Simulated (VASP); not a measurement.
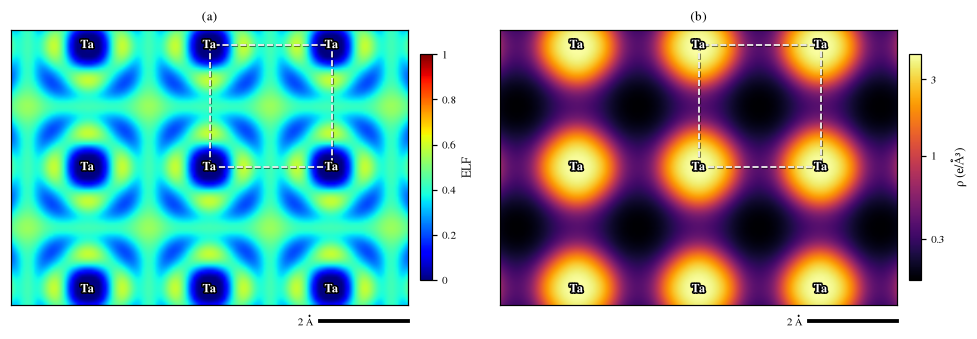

*Ta. (a) electron localisation function; (b) valence charge density (pseudo) on the (100) plane of the conventional cell.*

Space group Pm-3m; a generated structure, not necessarily the stable one; changed on purpose from its base cell (volume × 1.08); computed pressure about −10 GPa in this cell.

Method: Kohn-Sham DFT of a periodic cell, PBEsol, VASP PAW PBE potentials, recommended in VASP.

Core electrons are frozen (PAW), and the valence fields are smoothed inside the atomic spheres.

Describe what can be read from this map.

Answer. The plane passes through Ta nuclei.
Ta–Ta (2.78 Å): ρ at the midpoint is about 0.38 e/Å³; the ELF is about 0.45 at the midpoint.
Between the atoms the lowest density in this plane is 0.17 e/Å³.
